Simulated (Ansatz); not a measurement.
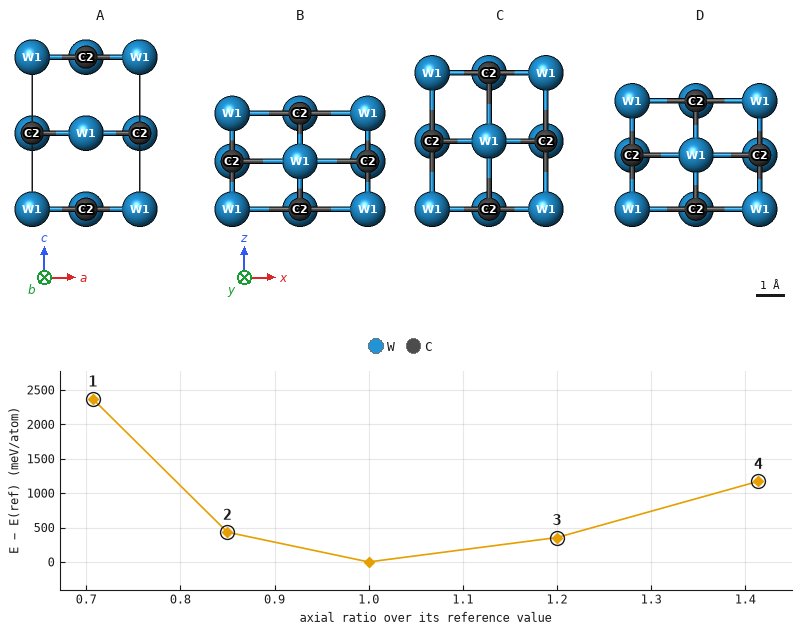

Energy scan for crystalline WC (Fm-3m), in which the ratio of the cell's length along z to its lengths across, counted as 1 for the reference, is changed at fixed volume (a tetragonal or Bain path), with the atoms kept at their fractional coordinates. x, y and z are the Cartesian axes of the input. The frames are shuffled; the numbered points of the plot belong to them. The picture is a ball-and-stick view of the conventional cell (4 times the calculation's cell), seen along the b axis. Lengths and directions refer to the drawn axes.

Computed with DFT PBEsol, scalar-relativistic, plane waves, PAW in Ansatz 0.2.0. (plane-wave cutoff 420 eV; k-point mesh 26 × 26 × 26; occupations gaussian; smearing width 0.15 eV; no spin polarisation). Energies (free energies at the smearing named) are counted from the relaxed crystal.

### Match the frames to the points.

Point 1 is frame B (the relative ratio 0.707, 2369 meV/atom); 2 is frame D (the relative ratio 0.85, 432 meV/atom); 3 is frame C (the relative ratio 1.20, 355 meV/atom); 4 is frame A (the relative ratio 1.414, 1172 meV/atom). Of the computed points the lowest is at the relative ratio 1.00, 0 meV/atom. The end points stand at 2369 meV/atom (0.707) and 1172 meV/atom (1.414). The distortion takes the space group from Fm-3m to I4/mmm. At the relative ratio 1.414 the cell of the drawing goes a 4.345 → 3.871 Å, b 4.345 → 3.871 Å, c 4.345 → 5.474 Å.
